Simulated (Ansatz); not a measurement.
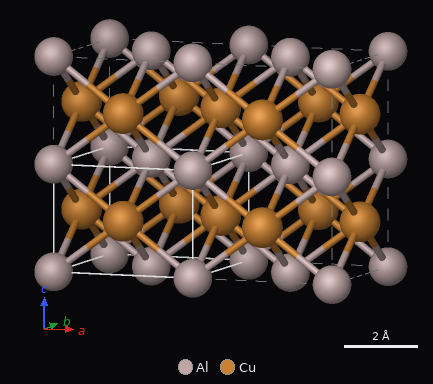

Shown here is a ball-and-stick view of the crystal, taken slightly off an axis. A block of 2×1×2 cells is shown, with one conventional unit cell in solid outline.

AlCu, space group Cmmm (No. 65), a = 4.11 Å, b = 4.37 Å, c = 3.00 Å, α = 90.00°, β = 90.00°, γ = 90.00°.

Computational set-up: Ansatz 0.2.0, DFT r2SCAN, scalar-relativistic, plane waves, PAW, an energy cutoff of 500 eV, k-points about 0.13 Å⁻¹ apart, Gaussian smearing of 0.15 eV, no spin polarisation.

> Does it come out as a metal, or with a gap?

A metal: bands cross the Fermi level.

> Under what pressure is the structure?

The computed pressure is -4.3 GPa (stretched: it would shrink). The stress isn't hydrostatic: its largest component is 5.3 GPa.

The initial geometry was a structure listed in the Materials Project. The cell was then strained or its atoms displaced on purpose. Ansatz was used for an electronic-structure calculation on it.

At this level of theory the run's own cell isn't at rest (stretched, at -4 GPa), so its distances can differ from those at equilibrium, the more so the softer the solid.
